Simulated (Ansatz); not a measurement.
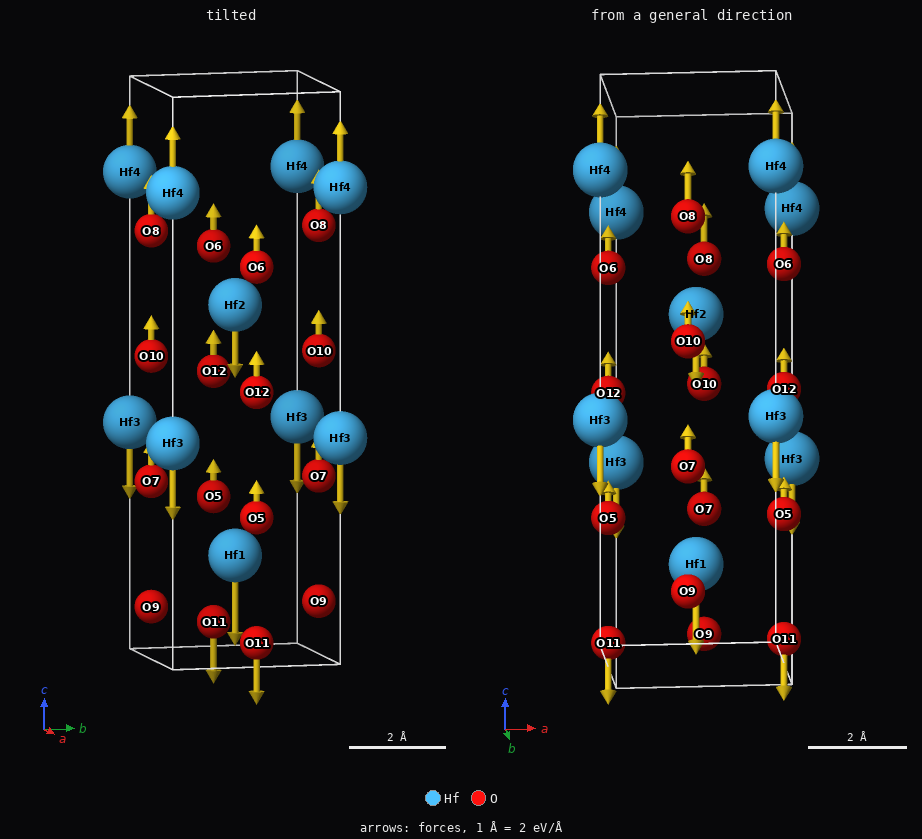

Structure drawing (spheres-only), viewed slightly off an axis and from a general direction. Atoms at the boundary of the simulation cell (the box) are drawn once for each face, edge or corner they touch. The arrows are the computed forces on the atoms.

System: HfO$_{2}$. Calculation details: DFT PBE, scalar-relativistic, plane waves, PAW in Ansatz 0.2.0; a basis cut at 420 eV, Brillouin-zone sampling on a 6×6×2 mesh, Gaussian smearing of 0.05 eV, no spin polarisation.

Is the structure at rest?

Answer. No. The atoms still feel forces of up to about 2.8 eV/Å, far above a usual threshold of 0.01 to 0.03 eV/Å.

On which atom is the force largest?

Answer. Hf1, about 2.8 eV/Å.

Origin of the cell: a structure listed in the Materials Project. The cell was then strained or its atoms displaced on purpose. An electronic-structure calculation with Ansatz was run on it.
